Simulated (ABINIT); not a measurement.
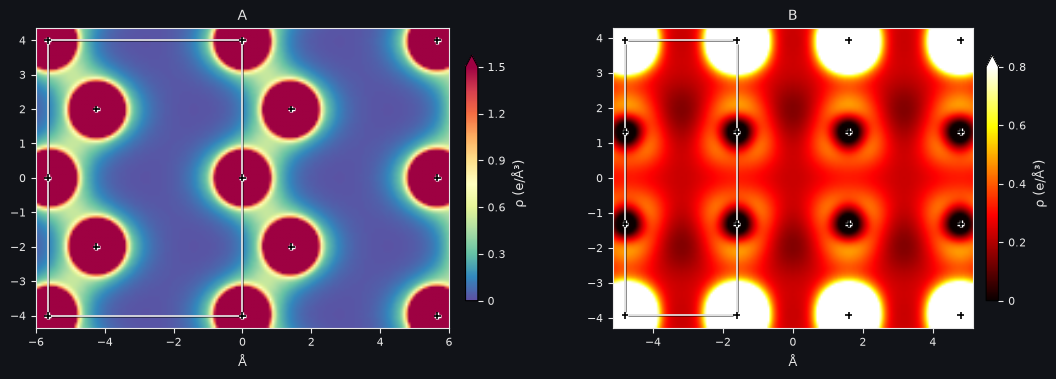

The valence electron density of 2 systems, each on a plane through atoms (crosses mark nuclei in the plane).

The calculation used ABINIT 10.8.3, Kohn-Sham DFT of a periodic cell, r2SCAN, JTH PAW PBE v2.0.

System 1: Si₂Mo, the (100) plane of the conventional cell. Space group I4/mmm; not relaxed (largest force 0.4 eV/Å).

System 2: Ge, the (110) plane of the conventional cell. Space group Fd-3m.

**Which map belongs to which system?**

Panel A is system 2, Ge: the plane holds Ge. Ge–Ge (2.45 Å): the density is about 0.52 e/Å³ at the midpoint. Panel B is system 1, Si₂Mo: the plane holds Mo and Si. Si–Mo (2.62 Å): the density is about 0.4 e/Å³ at the midpoint.
